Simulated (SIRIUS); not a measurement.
**Energy of Si3S along an even scaling of the cell**

System: Si3S (4 atoms in the cell).
Method: Kohn-Sham DFT of a periodic cell, PBE, dojo-sr-pbe-0.4.1-standard, no spin polarisation (SIRIUS 7.10.0).

The 7 runs differ only in the geometry, by an even scaling of the cell at fixed fractional positions. The structure was built on a prototype by a generator; it need not be a known phase.

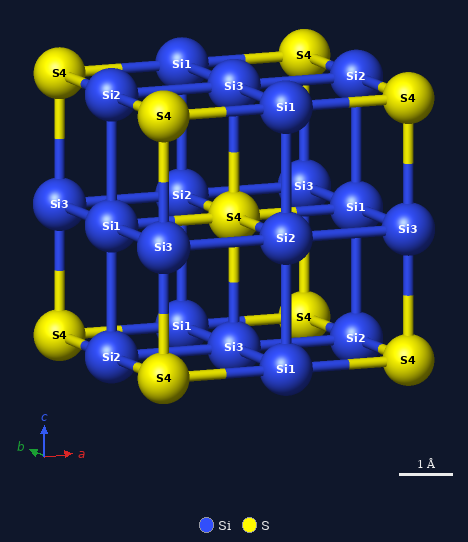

Figure 1. The structure of run 4 (ball-and-stick view of the cell 2 times as large as that of the calculation, set on its symmetry axes, seen slightly off an axis; atoms are numbered from 1 in the order of the input). An atom can appear more than once, as a periodic image.

## Input of run 4
```
{
  "control": {
    "processing_unit": "cpu",
    "verbosity": 2,
    "num_bands_to_print": 16,
    "print_forces": true,
    "print_stress": true
  },
  "parameters": {
    "electronic_structure_method": "pseudopotential",
    "xc_functionals": ["XC_GGA_X_PBE", "XC_GGA_C_PBE"],
    "gk_cutoff": 7.3,
    "pw_cutoff": 14.6,
    "ngridk": [8, 8, 8],
    "shiftk": [0, 0, 0],
    "smearing": "fermi_dirac",
    "smearing_width": 0.0018374661,
    "num_bands": 16,
    "num_mag_dims": 0,
    "num_dft_iter": 100,
    "energy_tol": 1e-08,
    "density_tol": 1e-06
  },
  "iterative_solver": {
    "type": "davidson",
    "min_tolerance": 1e-09,
    "tolerance_scale": [0.1, 0.25]
  },
  "mixer": {
    "type": "anderson",
    "beta": 0.7,
    "max_history": 8
  },
  "settings": {
    "tol_ne": 1e-10,
    "pseudo_grid_cutoff": 6.5
  },
  "unit_cell": {
    "lattice_vectors": [
      [-4.77246553322, 4.77246553322, 4.77246553322],
      [4.77246553322, -4.77246553322, 4.77246553322],
      [4.77246553322, 4.77246553322, -4.77246553322]
    ],
    "atom_coordinate_units": "lattice",
    "atom_types": ["Si", "S"],
    "atom_files": {
      "Si": "Si.json",
      "S": "S.json"
    },
    "atoms": {
      "Si": [
        [0.0, 0.5, 0.5],
        [0.5, 0.0, 0.5],
        [0.5, 0.5, 0.0]
      ],
      "S": [
        [0.0, 0.0, 0.0]
      ]
    }
  }
}
```

Command:
```bash
upf_to_json Si.upf
upf_to_json S.upf
OMP_NUM_THREADS=1 sirius.scf --input=sirius.json --output=out.json --task=0
```

Run 5 differs from it as follows:
```diff
-      [-4.77246553322, 4.77246553322, 4.77246553322],
-      [4.77246553322, -4.77246553322, 4.77246553322],
-      [4.77246553322, 4.77246553322, -4.77246553322]
+      [-4.804072186257, 4.804072186257, 4.804072186257],
+      [4.804072186257, -4.804072186257, 4.804072186257],
+      [4.804072186257, 4.804072186257, -4.804072186257]
```

## Results, with one run withheld

```tsv
run	volume per atom (Å³)	free energy per atom, from the lowest run given (meV)	pressure (GPa)
1	15.141	20.81	7.15
2	15.463	9.08	4.55
3	15.785	2.31	2.21
4	16.108	0.00	0.11
5	16.430	?	?
6	16.752	6.98	−3.46
7	17.074	15.47	−4.97
```

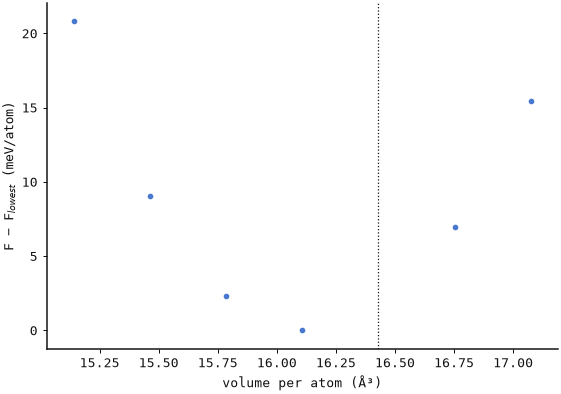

Figure 2. Free energy per atom of the runs given; the dotted line marks run 5.

What should run 5 give?

A cubic polynomial in V^(−2/3) (the Birch–Murnaghan form), fitted to the 6 runs given, misses them by under 0.01 meV per atom. With x = V^(−2/3) − 0.15729 Å⁻², it reads F = 0.1727 + 569.64 x + 4.5701e+05 x² + 6.4848e+05 x³ (meV per atom). At run 5 it gives 1.70 meV per atom, and the run itself gives 1.69. The slope of the fit gives a pressure −dF/dV of −1.77 GPa there, and the run prints −1.77 GPa. The fit has its minimum at 16.126 Å³ per atom, where V d²F/dV² gives 98.8 GPa: the bulk modulus at this level, since symmetry fixes the shape and the positions.

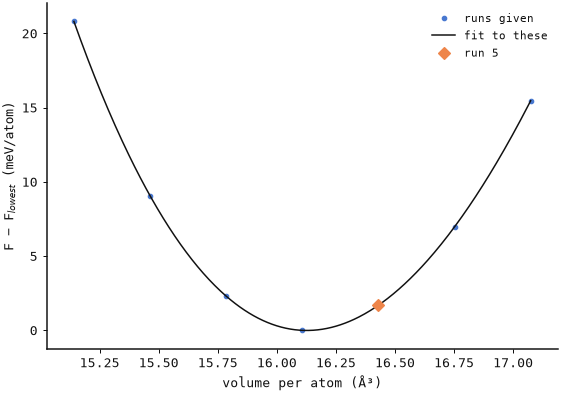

Figure 3. The fit and the withheld run.

## Some lines of the output (run 5)
```
[...]
[find] Efermi                         :       0.32768273
[find] Total energy                   :     -23.71600536 (Ha),     -47.43201071 (Ry)
[find] Free energy (E-TS)             :     -23.71622263 (Ha),     -47.43244527 (Ry)
[find] Efermi                         :       0.32767707
[find] Total energy                   :     -23.71600545 (Ha),     -47.43201089 (Ry)
[find] Free energy (E-TS)             :     -23.71622273 (Ha),     -47.43244546 (Ry)
[find] Efermi                         :       0.32767497
[find] Total energy                   :     -23.71600545 (Ha),     -47.43201090 (Ry)
[find] Free energy (E-TS)             :     -23.71622275 (Ha),     -47.43244549 (Ry)
[find] Efermi                         :       0.32767394
[find] Total energy                   :     -23.71600546 (Ha),     -47.43201093 (Ry)
[find] Free energy (E-TS)             :     -23.71622275 (Ha),     -47.43244550 (Ry)
[find] Efermi                         :       0.32767449
[find] Efermi                         :       0.32767437
```
